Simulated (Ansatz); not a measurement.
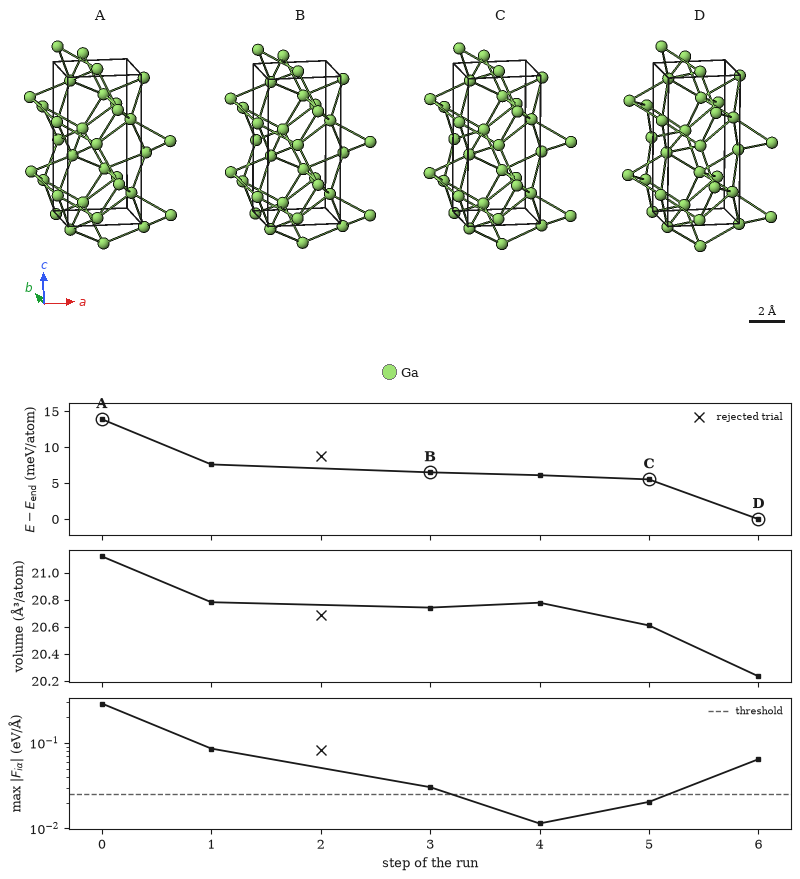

Frames of a relaxation of solid Ga (a generated structure, set up in P1) (coarse preliminary run), marked on the history of the run. The picture is a ball-and-stick view of the cell of the calculation, seen slightly off an axis.

These are results of Ansatz 0.2.0, DFT PBE, scalar-relativistic, plane waves, PAW, not measurements.

The input:
```yaml
crystal:
  lattice:
    - [-4.4022855358, 0.0159560073, -0.0315492172]
    - [-0.0315492172, -0.0099604696, -4.2981472313]
    - [0.0319120146, -8.930496941, -0.0199209392]
  atoms:
    - { symbol: Ga, position: [0.1102841169, 0.3848159887, 0.9360263748] }
    - { symbol: Ga, position: [0.1367986979, 0.3640920145, 0.4370595405] }
    - { symbol: Ga, position: [0.6110895108, 0.6362047057, 0.8084156825] }
    - { symbol: Ga, position: [0.6271449893, 0.6316326183, 0.3096225977] }
    - { symbol: Ga, position: [0.8787536437, 0.1228627687, 0.6900861895] }
    - { symbol: Ga, position: [0.8886733371, 0.1211242304, 0.1962345048] }
    - { symbol: Ga, position: [0.3689662055, 0.8670514527, 0.5595897427] }
    - { symbol: Ga, position: [0.3782894986, 0.872216221, 0.0629653675] }
basis:
  ecutwfc: 420
kpoints:
  mp_grid: { grid: [6, 6, 4] }
hamiltonian:
  xc: pbe
scf:
  occupations: { method: gaussian, width: 0.2 }
  lower_state_search: "off"
output:
  forces: true
  stress: true
  eigenvalues: true
relax:
  adjacent_minimum: "off"
  f_tol: 0.025
  max_steps: 60
  cell: { stress_tol: 0.25 }
```

Run as
```bash
ansatz run input.yaml --threads 1 --pin off --max-ram 2560MiB --backend cpu --events-out ev --progress --plain --runs-dir out
```

Question: Describe the path.

Answer: The run was cut off at its time limit before the relaxation converged, so the last structure is only a point on the way. The atom that moves furthest relative to the cell is Ga2 (0.39 Å along [−3 2 1]). The volume changes by −4.2 %, with a 4.402 → 4.273 Å (−2.9 %), b 4.298 → 4.260 Å (−0.9 %), c 8.931 → 8.893 Å (−0.4 %), α 89.7° → 90.2°, β 90.4° → 89.8°, γ 89.2° → 90.6°. Some distances before and after: Ga2–Ga7 2.590 → 2.769 Å, Ga1–Ga6 2.771 → 2.647 Å, Ga4–Ga6 2.616 → 2.728 Å, Ga2–Ga5 2.743 → 2.635 Å. Among the angles between lasting bonds that change: Ga4–Ga2–Ga5 98.8° → 115.7°, Ga4–Ga2–Ga7 102.6° → 86.1°, Ga2–Ga5–Ga7 98.6° → 82.5°. The space group stays P1 (No. 1). The energy falls by 13.9 meV per atom in 5 accepted moves (6 points after the start). Largest force component: 0.29 eV/Å at the start, 0.064 eV/Å at the end. Pressure: −0.61 GPa at the start and 0.30 GPa at the end. The line search rejected the trial step at point 2 of the run. From step 0 to 3: Ga2 moves most (0.09 Å), volume −1.8 %, energy −7.4 meV per atom. From step 3 to 5: Ga2 moves most (0.11 Å), volume −0.6 %, energy −1.0 meV per atom. From step 5 to 6: Ga2 moves most (0.19 Å), volume −1.8 %, energy −5.5 meV per atom.

| step | E − E(0), meV/atom | largest force component, eV/Å | pressure, GPa | volume, Å³/atom | note |
| --- | --- | --- | --- | --- | --- |
| 0 | 0.00 | 0.2873 | -0.61 | 21.121 |  |
| 1 | -6.30 | 0.0856 | -0.07 | 20.782 |  |
| 2 | -5.11 | 0.0830 | 0.10 | 20.690 | rejected |
| 3 | -7.40 | 0.0303 | -0.03 | 20.743 |  |
| 4 | -7.80 | 0.0114 | -0.17 | 20.779 |  |
| 5 | -8.39 | 0.0204 | 0.11 | 20.611 |  |
| 6 | -13.92 | 0.0643 | 0.30 | 20.235 |  |
